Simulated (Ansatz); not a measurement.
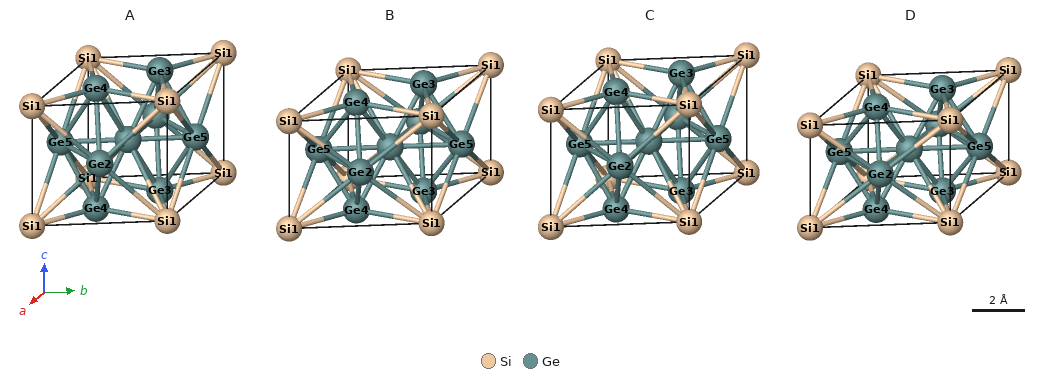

4 geometries from one relaxation of solid SiGe5 (a generated structure, set up in P6/mmm) (coarse preliminary run), in shuffled order. The picture is a ball-and-stick view of the cell of the calculation, seen from a free direction.

Computed with DFT PBE, scalar-relativistic, plane waves, PAW in Ansatz 0.2.0. Set-up: plane-wave cutoff 420 eV; k-point mesh 6 × 6 × 4; occupations gaussian; smearing width 0.1 eV; no spin polarisation; cell and atoms relaxed; force threshold 0.04 eV/Å; at most 70 steps.

Put them in the order of the run, from the start to the converged end.

Answer. D, B, C, A. They are steps 0, 1, 3, 10, at +0.904 eV per cell of the calculation, +0.481 eV per cell of the calculation, +70.0 meV per cell of the calculation relative to the last. Over 8 accepted moves (10 points after the start) the energy falls by 0.904 eV per cell of the calculation. All forces vanish by symmetry, so only the cell relaxes. The pressure goes from 8.10 to 0.03 GPa. At 2 points the geometry stayed and the basis and grid were re-selected for the new cell (energy shift of 29.8 meV per cell of the calculation at most each time). The atoms keep their places relative to the cell (all moves are under 0.005 Å). The volume changes by +8.9 %, with a = b 5.500 → 5.304 Å (−3.5 %), c 4.339 → 5.078 Å (+17.0 %). Among the contacts that change: Ge–Ge 2.688 → 2.965 Å, Ge–Si 3.503 → 3.672 Å, Ge–Si 3.175 → 3.063 Å, Ge–Ge 2.750 → 2.652 Å. Bond angles that change, for instance: Ge–Ge–Ge 107.6° → 117.8°, Ge–Ge–Ge 145.7° → 150.1°. The space group stays P6/mmm (No. 191). The run took 80 s on 1 thread of Arm Neoverse V1, with other jobs on the host, peak memory 0.41 GiB.
